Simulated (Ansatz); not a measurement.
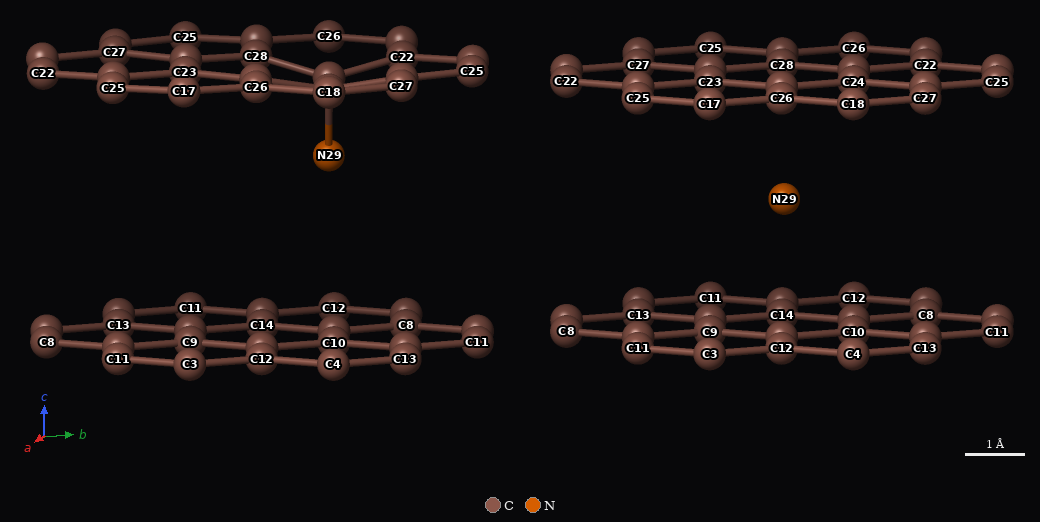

Two geometries of a defect cell of composition C$_{28}$N, drawn at one scale. One is the start of a relaxation, the other its converged end. A ball-and-stick model of the atoms within 5.0 Å of the atom that moves most (axes of the larger cell on standard axes (3 times the calculation's cell) (origin shifted)), seen slightly off an axis.

Theory: Ansatz 0.2.0, DFT PBE, scalar-relativistic, plane waves, PAW. Settings: plane-wave cutoff 420 eV; k-point mesh 4 × 4 × 4; occupations gaussian; smearing width 0.1 eV; no spin polarisation; atoms relaxed in a fixed cell; force threshold 0.02 eV/Å; at most 60 steps.

**Which geometry has the lower energy?**

The left one is the relaxed one. Case: N interstitial, charge +0, atoms relaxed. The atoms of the start lie slightly off their symmetric places, so part of the fall in energy undoes that. The atom that moves furthest is the N atom (1.34 Å in a general direction near [1 3 1]). By element the largest moves are N 1.34 Å, C 0.24 Å. The cell stays as it was. Among the contacts that change: C–N 2.545 → 1.459 Å, C–C 1.424 → 1.527 Å, C–C 1.424 → 1.460 Å, C–C 1.424 → 1.405 Å. New bonds form, among them: C–N (2.54 → 1.46 Å), C–N (2.55 → 1.46 Å). Bond angles that change, for instance: C–C–C 120.0° → 117.9°. The energy falls by 3.041 eV per cell of the calculation in 11 geometry steps. The largest force component goes from 0.39 to 0.014 eV/Å. Cost: 8.8 min on 4 threads of Arm Neoverse V1, with other jobs on the host, peak memory 1.4 GiB.

Limits of the set-up: the cell has an odd number of electrons but was run without spin polarisation; the periodic images lie only 6.5 Å apart, so the values are limited by the cell's size.
